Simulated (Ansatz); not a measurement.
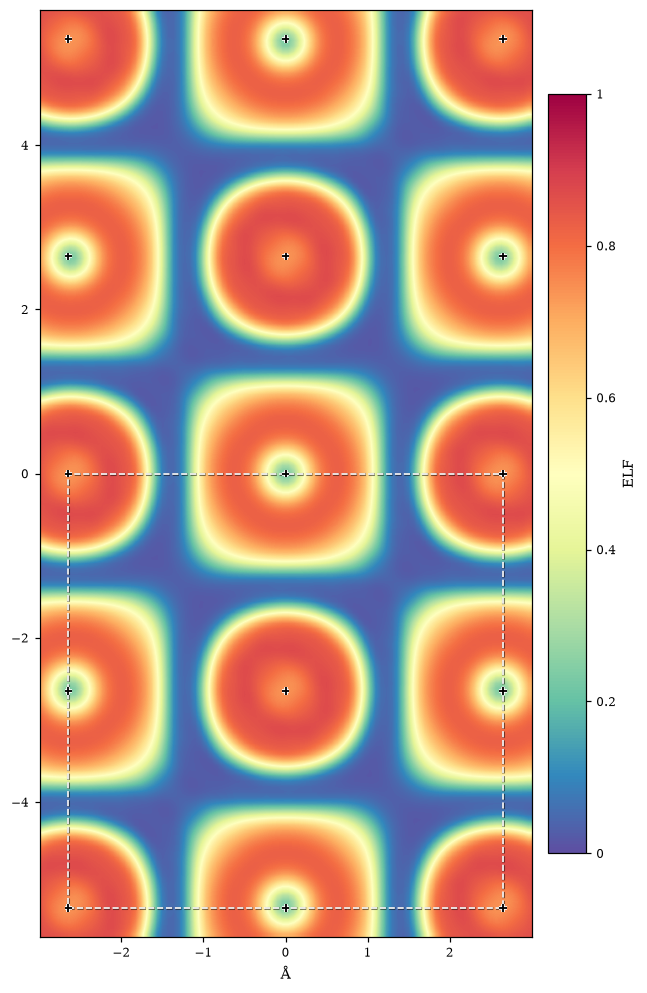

The electron localisation function on a plane through atoms (crosses mark nuclei in the plane).

Method: DFT r2SCAN, scalar-relativistic, plane waves, PAW (Ansatz).

Candidates:
A. CaO, a = 5.29 Å, b = 5.29 Å, c = 5.29 Å, α = 90.00°, β = 90.00°, γ = 90.00°. Space group Fm-3m; changed on purpose from its base cell (strain +0.080 along x and y, +0.080 along z, atoms carried along); computed pressure about −18 GPa in this cell.
B. Ba4Ti3O10 (slab), a = 3.97 Å, b = 3.97 Å, c = 26.91 Å, α = 90.00°, β = 90.00°, γ = 90.00°. Not relaxed (largest force 1.1 eV/Å); computed without spin polarisation.
C. Ti, a = 5.68 Å, b = 5.68 Å, c = 5.68 Å, α = 109.47°, β = 109.47°, γ = 109.47°. Space group Im-3m; computed pressure about −3 GPa in this cell; computed without spin polarisation.

Q: Which system is this?

A: Candidate A: CaO on the (001) plane of the conventional cell, which holds Ca and O. Ca–O (2.64 Å): the ELF is about 0.05 at the midpoint; a largely ionic contact.
